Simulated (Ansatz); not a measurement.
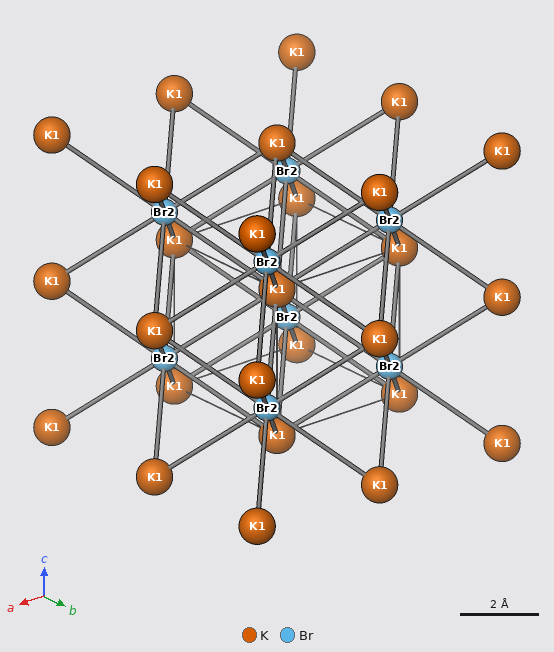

The starting point is a symmetric starting cell of KBr (made from another compound by putting Br in place of I). A ball-and-stick model of the cell of the calculation, repeated 2 × 2 × 2 with one cell outlined, seen from a free direction.

Theory: Ansatz 0.2.0, DFT PBE, scalar-relativistic, plane waves, PAW. Settings: plane-wave cutoff 420 eV; k-point mesh 6 × 6 × 6; occupations gaussian; smearing width 0.02 eV; no spin polarisation.

Now this is done to it. All lengths are scaled by −0.6 % (volume −1.9 %), the atoms keeping their fractional coordinates. No relaxation follows. The starting cell wasn't computed here and needn't be at equilibrium, so pressure and forces aren't due to the change alone.

### What does the calculation give for the changed structure?

The pressure is −0.8 GPa (not all of it need come from the change, since the unchanged cell can be under pressure at this level too). All forces vanish by symmetry. Near-neighbour distances before and after: Br–K 3.592 → 3.569 Å. The space group stays Pm-3m (No. 221).
